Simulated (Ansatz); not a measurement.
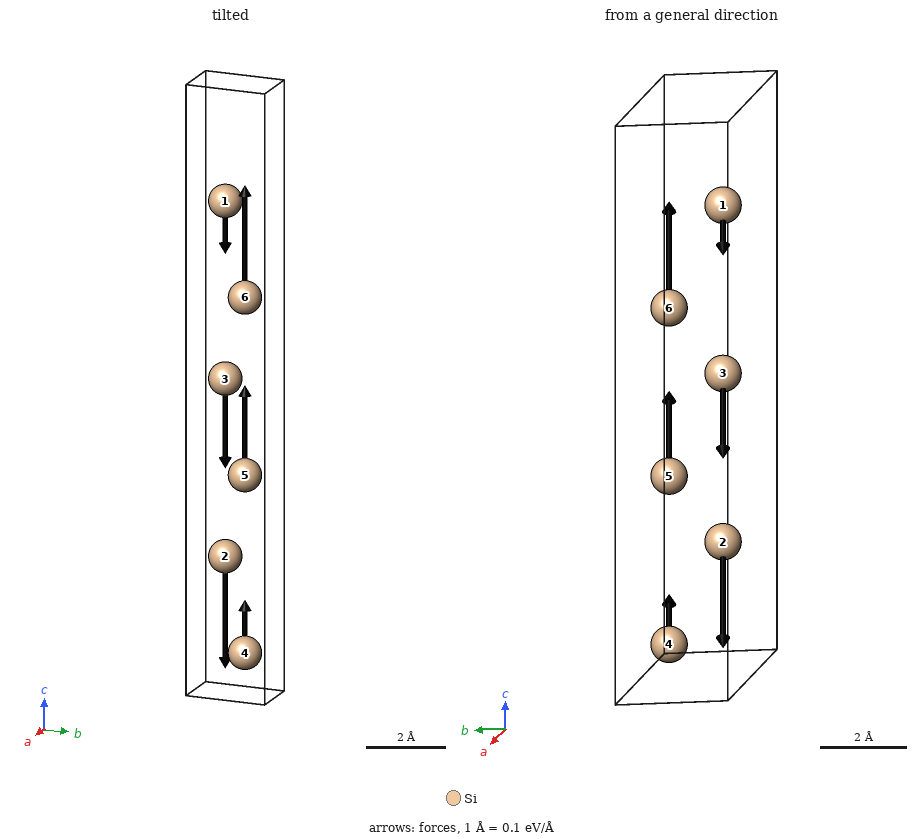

View slightly off an axis and from a general direction, drawn as a spheres-only model. The simulation cell is drawn as a box. The arrows are the computed forces on the atoms.

System: Si. Level of theory: Ansatz 0.2.0, DFT r2SCAN, scalar-relativistic, plane waves, PAW. Settings were a plane-wave cutoff of 500 eV, k-point mesh 25×25×5, Gaussian smearing of 0.15 eV, no spin polarisation.

**Are the atoms in equilibrium?**

No. The atoms still feel forces of up to about 0.25 eV/Å, far above a usual threshold of 0.01 to 0.03 eV/Å.

**Identify the atom with the maximum force.**

Si2 and Si6, about 0.25 eV/Å.

The structure comes from a structure listed in the Materials Project. The cell was then strained or its atoms displaced on purpose. An electronic-structure calculation with Ansatz was run on it.
